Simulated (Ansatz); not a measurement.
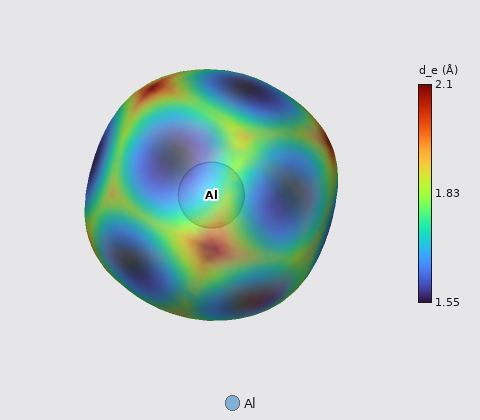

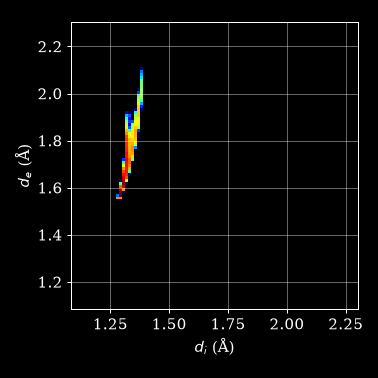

Hirshfeld surface computed for one Al atom in Al (R-3m, No. 166), coloured by d_e. The second picture is its fingerprint plot, coloured by area on a logarithmic scale (blue little, red much).

The surface is where the fragment's share of the procrystal density (the sum of the densities of spherically averaged neutral Hartree-Fock atoms) equals one half. d_i and d_e are the distances from the surface to the nearest nucleus inside and outside.

The cell is taken from the end point of a relaxation with Ansatz 0.2.0, DFT PBEsol, scalar-relativistic, plane waves, PAW; the starting structure was generated, so it need not be a known form of this composition.

Space group R-3m:H (No. 166). a = 2.838 Å, b = 2.838 Å, c = 21.028 Å, α = 90.00°, β = 90.00°, γ = 120.00°
| atom | site | symmetry | x | y | z |
| --- | --- | --- | --- | --- | --- |
| Al | 3a | -3m | 0.0000 | 0.0000 | 0.0000 |
| Al | 6c | 3m | 0.6667 | 0.3333 | 0.1108 |

> What is the shortest distance from the fragment to an atom outside it?

Al–Al, 2.84 Å.

> How is the surface shared among contacts (nearest atom inside ··· nearest atom outside)?

Al···Al 100 %. The surface faces 12 neighbours with more than 2 % of its area each: 12 Al.

> Give the size and shape of the surface.

It encloses about 9.8 Å³, has an area of about 22 Å² and a globularity of 1.00 (1 for a sphere).

> Where does the fingerprint reach closest to the origin?

The smallest d_i + d_e is about 2.8 Å, which belongs to the shortest contact, Al···Al at 2.84 Å; d_e runs from 1.55 to 2.10 Å.
